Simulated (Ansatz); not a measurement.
Single-point calculation, with input and output: Co₂Si (part 2 of 2)

Continued. System: Co₂Si (Pnma, 12 atoms in the cell). Method: DFT PBEsol, scalar-relativistic, plane waves, PAW, spin-polarised (Ansatz 0.2.0); cutoff 420 eV, 4×6×4 k-mesh, Gaussian smearing of 0.1 eV, collinear spins. The structure derives from an entry of the Crystallography Open Database.

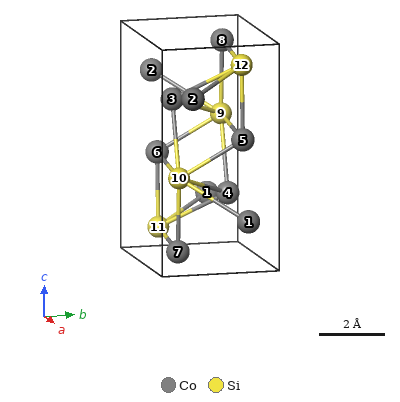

**Figure 1.** The input geometry (ball-and-stick view of the cell of the calculation, seen slightly off an axis; atoms are numbered from 1 in the order of the input). An atom can appear more than once, as a periodic image.

Output, continued
```
  k-point 0 ↑: bands = ["-77.7992", "-77.7978", "-77.7801", "-77.7801", "-77.6353", "-77.6339", "-77.6282", "-77.6282", "-41.4109", "-41.4030", "-41.2572", "-41.2561", "-41.2204", "-41.1994", "-41.1891", "-41.1886", "-41.1846", "-41.1755", "-41.1609", "-41.1607", "-41.1104", "-41.1014", "-41.0999", "-41.0833", "-41.0803", "-41.0649", "-41.0571", "-41.0436", "-41.0425", "-41.0404", "-41.0289", "-41.0182", "4.7421", "7.2479", "7.3606", "9.3422", "10.8666", "11.2151", "11.9233", "12.1636", "12.4784", "12.8423", "12.8877", "12.9838", "13.2327", "13.3541", "13.5160", "13.5932", "13.6626", "13.9404", "13.9983", "14.1328", "14.3123", "14.3409", "14.6300", "14.7869", "15.0884", "15.0888", "15.1942", "15.2885", "15.4264", "15.4340", "15.6260", "15.7078", "15.7985", "15.8149", "15.8177", "15.9642", "16.0411", "16.1065", "16.1740", "16.4322", "16.4401", "16.4403", "16.5808", "16.6243", "16.7344", "16.7870", "17.1689", "17.5875", "18.4003", "18.7040", "19.1597", "20.1180", "20.2175", "20.6891", "20.9172", "21.0780", "21.9976", "22.3947", "22.7016", "23.0171", "23.8191", "23.9271", "24.2388", "25.4416", "25.5199", "25.6576", "26.3385", "26.4828", "26.8992", "27.3718", "27.5592", "27.6414", "27.6768", "27.8657"]
  k-point 1 ↑: bands = ["-77.7990", "-77.7981", "-77.7801", "-77.7801", "-77.6351", "-77.6341", "-77.6282", "-77.6282", "-41.4098", "-41.4042", "-41.2571", "-41.2564", "-41.2171", "-41.1979", "-41.1968", "-41.1903", "-41.1822", "-41.1738", "-41.1608", "-41.1607", "-41.1089", "-41.1025", "-41.0994", "-41.0864", "-41.0748", "-41.0623", "-41.0592", "-41.0479", "-41.0424", "-41.0410", "-41.0261", "-41.0191", "4.9217", "6.2724", "8.3441", "9.3131", "10.8984", "11.4199", "11.5361", "12.1658", "12.5572", "12.6290", "12.9548", "13.0575", "13.1856", "13.4021", "13.4326", "13.6049", "13.6959", "13.9030", "13.9259", "13.9930", "14.3147", "14.5052", "14.5801", "14.6444", "14.9951", "15.1643", "15.2614", "15.3579", "15.4524", "15.5162", "15.6912", "15.7630", "15.7640", "15.8550", "15.9388", "15.9922", "16.0276", "16.1859", "16.1923", "16.3378", "16.4728", "16.4904", "16.5507", "16.7070", "16.7235", "16.9957", "17.1371", "17.4954", "17.8854", "18.6574", "18.9746", "19.0878", "20.7800", "20.8207", "21.6037", "21.6573", "21.8959", "22.3792", "22.4681", "23.4929", "23.8522", "24.2047", "24.2496", "24.9235", "25.1869", "25.3319", "26.1942", "26.2402", "26.5687", "27.2221", "27.2636", "27.7976", "27.8721", "28.2745"]
  k-point 2 ↑: bands = ["-77.7985", "-77.7985", "-77.7801", "-77.7801", "-77.6346", "-77.6346", "-77.6282", "-77.6282", "-41.4070", "-41.4070", "-41.2569", "-41.2569", "-41.2084", "-41.2084", "-41.1942", "-41.1942", "-41.1769", "-41.1769", "-41.1608", "-41.1608", "-41.1056", "-41.1056", "-41.0938", "-41.0938", "-41.0655", "-41.0655", "-41.0557", "-41.0557", "-41.0420", "-41.0420", "-41.0219", "-41.0219", "5.4469", "5.4469", "9.0660", "9.0660", "11.0866", "11.0866", "11.8706", "11.8706", "12.6920", "12.6920", "12.7736", "12.7736", "13.3011", "13.3011", "13.6231", "13.6231", "13.8149", "13.8149", "13.8161", "13.8161", "14.3510", "14.3510", "14.5944", "14.5944", "15.1579", "15.1579", "15.4899", "15.4899", "15.5359", "15.5359", "15.7154", "15.7154", "15.7356", "15.7356", "15.9498", "15.9498", "16.1471", "16.1471", "16.3019", "16.3019", "16.6176", "16.6176", "16.6532", "16.6532", "16.7460", "16.7460", "17.3133", "17.3133", "17.9536", "17.9536", "18.9950", "18.9950", "20.6180", "20.6180", "21.8935", "21.8935", "22.2297", "22.2297", "23.5140", "23.5140", "24.2182", "24.2182", "24.6829", "24.6829", "25.0437", "25.0437", "25.1994", "25.1994", "26.6176", "26.6176", "27.7738", "27.7738", "28.2095", "28.2095"]
  k-point 35 ↓: bands = ["-77.2729", "-77.2729", "-77.2729", "-77.2729", "-77.2004", "-77.2004", "-77.2004", "-77.2004", "-40.7956", "-40.7956", "-40.7956", "-40.7956", "-40.7421", "-40.7421", "-40.7421", "-40.7421", "-40.7175", "-40.7175", "-40.7175", "-40.7175", "-40.6767", "-40.6767", "-40.6767", "-40.6767", "-40.6350", "-40.6350", "-40.6350", "-40.6350", "-40.5590", "-40.5590", "-40.5590", "-40.5590", "8.1869", "8.1869", "8.1869", "8.1869", "10.3479", "10.3479", "10.3479", "10.3479", "13.0927", "13.0927", "13.0927", "13.0927", "13.5590", "13.5590", "13.5590", "13.5590", "14.3348", "14.3348", "14.3348", "14.3348", "14.8704", "14.8704", "14.8704", "14.8704", "15.2467", "15.2467", "15.2467", "15.2467", "15.7624", "15.7624", "15.7624", "15.7624", "15.9741", "15.9741", "15.9741", "15.9741", "16.1743", "16.1743", "16.1743", "16.1743", "16.5992", "16.5992", "16.5992", "16.5992", "17.5021", "17.5021", "17.5021", "17.5021", "18.5750", "18.5750", "18.5750", "18.5750", "20.5652", "20.5652", "20.5652", "20.5652", "23.4930", "23.4930", "23.4930", "23.4930", "24.7274", "24.7274", "24.7274", "24.7274", "27.4776", "27.4776", "27.4776", "27.4776", "28.1242", "28.1242", "28.1242", "28.1242", "29.7338", "29.7338"]
--- Löwdin populations: 12 sites ---
  site symbol       q [e]    m [muB]
     0     Co     16.6155     0.4967
     1     Co     16.6155     0.4967
     2     Co     16.6155     0.4967
     3     Co     16.6155     0.4967
     4     Co     16.6401     0.2960
     5     Co     16.6401     0.2960
     6     Co     16.6401     0.2960
     7     Co     16.6401     0.2960
     8     Si      4.3010    -0.0526
     9     Si      4.3010    -0.0526
    10     Si      4.3010    -0.0526
    11     Si      4.3010    -0.0526
  spilling = 0.011669 (of n_electrons = 152.000000)
```

File populations.tsv
```
# site	symbol	l	j	q_up	q_dn
# orbitals = lowdin
# n_electrons = 152.000000
# spilling = 0.011669
0	Co	0_3S	-	0.988942	0.989161
0	Co	0_4S	-	0.312407	0.315219
0	Co	1_3P	-	2.997325	2.997390
0	Co	2_3D	-	4.257449	3.757611
1	Co	0_3S	-	0.988942	0.989161
1	Co	0_4S	-	0.312407	0.315219
1	Co	1_3P	-	2.997325	2.997390
1	Co	2_3D	-	4.257449	3.757611
2	Co	0_3S	-	0.988942	0.989161
2	Co	0_4S	-	0.312407	0.315219
2	Co	1_3P	-	2.997325	2.997390
2	Co	2_3D	-	4.257449	3.757611
3	Co	0_3S	-	0.988942	0.989161
3	Co	0_4S	-	0.312407	0.315219
3	Co	1_3P	-	2.997325	2.997390
3	Co	2_3D	-	4.257449	3.757611
4	Co	0_3S	-	0.987086	0.987252
4	Co	0_4S	-	0.301122	0.306721
4	Co	1_3P	-	2.996578	2.996743
4	Co	2_3D	-	4.183273	3.881313
5	Co	0_3S	-	0.987086	0.987252
5	Co	0_4S	-	0.301122	0.306721
5	Co	1_3P	-	2.996578	2.996743
5	Co	2_3D	-	4.183273	3.881313
6	Co	0_3S	-	0.987086	0.987252
6	Co	0_4S	-	0.301122	0.306721
6	Co	1_3P	-	2.996578	2.996743
6	Co	2_3D	-	4.183273	3.881313
7	Co	0_3S	-	0.987086	0.987252
7	Co	0_4S	-	0.301122	0.306721
7	Co	1_3P	-	2.996578	2.996743
7	Co	2_3D	-	4.183273	3.881313
8	Si	0_3S	-	0.659443	0.665123
8	Si	1_3P	-	1.464738	1.511672
9	Si	0_3S	-	0.659443	0.665123
9	Si	1_3P	-	1.464738	1.511672
10	Si	0_3S	-	0.659443	0.665123
10	Si	1_3P	-	1.464738	1.511672
11	Si	0_3S	-	0.659443	0.665123
11	Si	1_3P	-	1.464738	1.511672
```

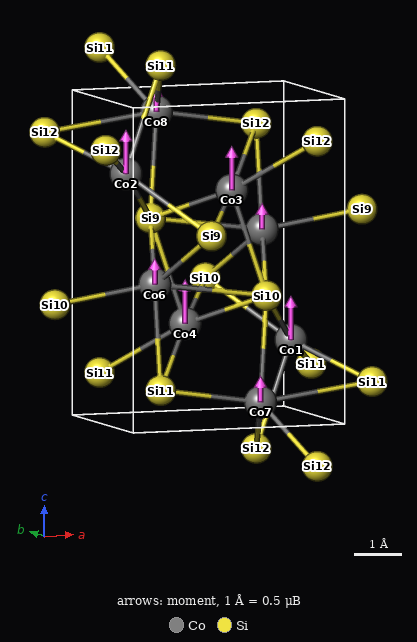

**Figure 2.** Magnetic moments of the sites as pink arrows (ball-and-stick view of the cell of the calculation, seen slightly off an axis; bonded neighbours outside the cell are drawn too; atoms are numbered from 1 in the order of the input); small moments hardly show. The run is collinear, so the axis drawn is arbitrary. Site moments: Co1, Co2, Co3, Co4 (0.49 μB); Co5, Co6, Co7, Co8 (0.30 μB). They are counted near the atoms and needn't add up to the moment of the cell.

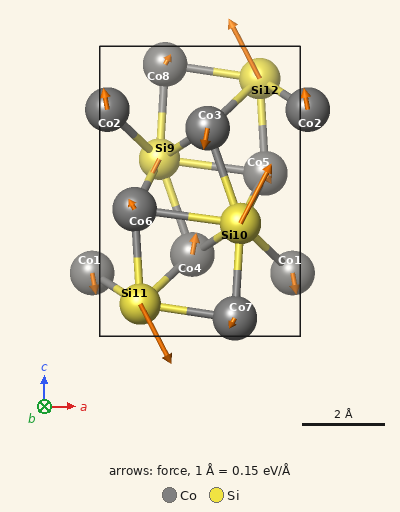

**Figure 3.** Forces on the atoms as orange arrows (ball-and-stick view of the cell of the calculation, along the b axis; atoms are numbered from 1 in the order of the input). The largest act on all 4 Si atoms (0.25 eV/Å); Co1, Co2, Co3, Co4 (0.08 eV/Å). The geometry is not a stationary point of this energy.

The run was set up as follows.

The input
```yaml
crystal:
  lattice:
    - [4.918, 0.0, 0.0]
    - [0.0, 3.738, 0.0]
    - [0.0, 0.0, 7.109]
  atoms:
    - { symbol: Co, position: [0.962, 0.75, 0.218], spin: 3.0 }
    - { symbol: Co, position: [0.038, 0.25, 0.782], spin: 3.0 }
    - { symbol: Co, position: [0.538, 0.25, 0.718], spin: 3.0 }
    - { symbol: Co, position: [0.462, 0.75, 0.282], spin: 3.0 }
    - { symbol: Co, position: [0.826, 0.75, 0.562], spin: 3.0 }
    - { symbol: Co, position: [0.174, 0.25, 0.438], spin: 3.0 }
    - { symbol: Co, position: [0.674, 0.25, 0.062], spin: 3.0 }
    - { symbol: Co, position: [0.326, 0.75, 0.938], spin: 3.0 }
    - { symbol: Si, position: [0.298, 0.75, 0.611] }
    - { symbol: Si, position: [0.702, 0.25, 0.389] }
    - { symbol: Si, position: [0.202, 0.25, 0.111] }
    - { symbol: Si, position: [0.798, 0.75, 0.889] }
basis:
  ecutwfc: 420
kpoints:
  mp_grid: { grid: [4, 6, 4] }
hamiltonian:
  xc: pbesol
scf:
  occupations: { method: gaussian, width: 0.1 }
  lower_state_search: "off"
output:
  forces: true
  stress: true
  eigenvalues: true
  populations: true
magnetization:
  spin_polarized: true
```

Run as:
```bash
ansatz run input.yaml --threads 2 --pin off --max-ram 5120MiB --backend cpu --events-out ev --progress --plain --runs-dir out
```

Results in brief

- outcome: converged
- space group (tolerance 0.01 Å): Pnma (62)
- electrons treated: 152
- free energy: −43236.0223 eV
- Fermi energy: 16.920 eV
- gap on the k-point mesh: none (metallic)
- net moment of the cell: 2.86 μB
- integrated absolute moment: 3.50 μB
- pressure: −13.04 GPa
- largest force (length of the vector): 0.249 eV/Å
- hardware: 2 threads of Intel Xeon @ 2.50GHz (Skylake/Cascade Lake), 192 GiB of memory available, shared host
- wall time: 68 s (CPU time 2.2 min)
- peak memory: 0.97 GiB

The cell is under a tension of 13.0 GPa at this level, so it is not at its equilibrium volume.
